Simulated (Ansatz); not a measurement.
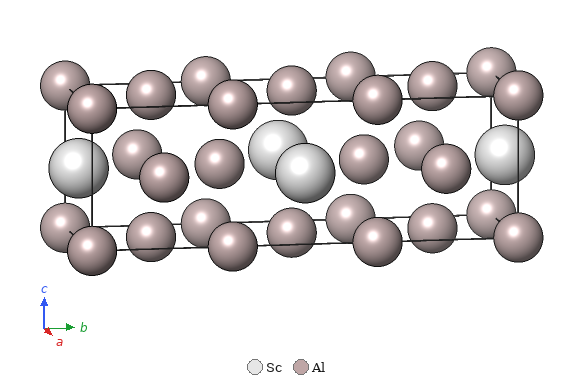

Shown here is a spheres-only view of the crystal, taken slightly off an axis. The frame is the conventional unit cell; atoms at its boundary are shown with their periodic copies. Cell: a = 4.08 Å, b = 12.33 Å, c = 4.10 Å, α = 90.00°, β = 90.00°, γ = 90.00°.

Source of the structure: a structure type filled with these elements by a generator (whether the compound takes this form wasn't checked). Earlier steps of the study, as a rule a relaxation of our own, may have changed the cell and positions, so they can lie some per cent off the listed ones. It was the input of a calculation with Ansatz.

### What is this?

The material is ScAl₅. The lattice is base-centred orthorhombic and the space group Cmmm (No. 65). The cell has 12 atoms, namely 2 Sc, 10 Al.

The calculation used DFT PBE, scalar-relativistic, plane waves, PAW (Ansatz), with 420 eV cutoff, k-points about 0.16 Å⁻¹ apart, Gaussian smearing of 0.1 eV, no spin polarisation.

### Classify it as metallic or gapped, with the value.

A metal: bands cross the Fermi level.

### Predict the Bader charges.

Sc +1.16 e; Al -0.31 to -0.14 e.

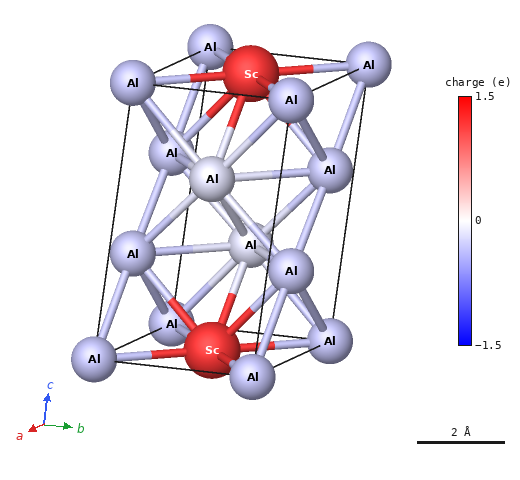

The atoms coloured by those charges. The run's cell of 6 atoms is drawn in a reduced setting, so axes and origin can differ from the first picture.

### Is this an equilibrium geometry for the method given?

Yes. All forces vanish to within 0.01 eV/Å. The pressure is 0.0 GPa, close to zero.
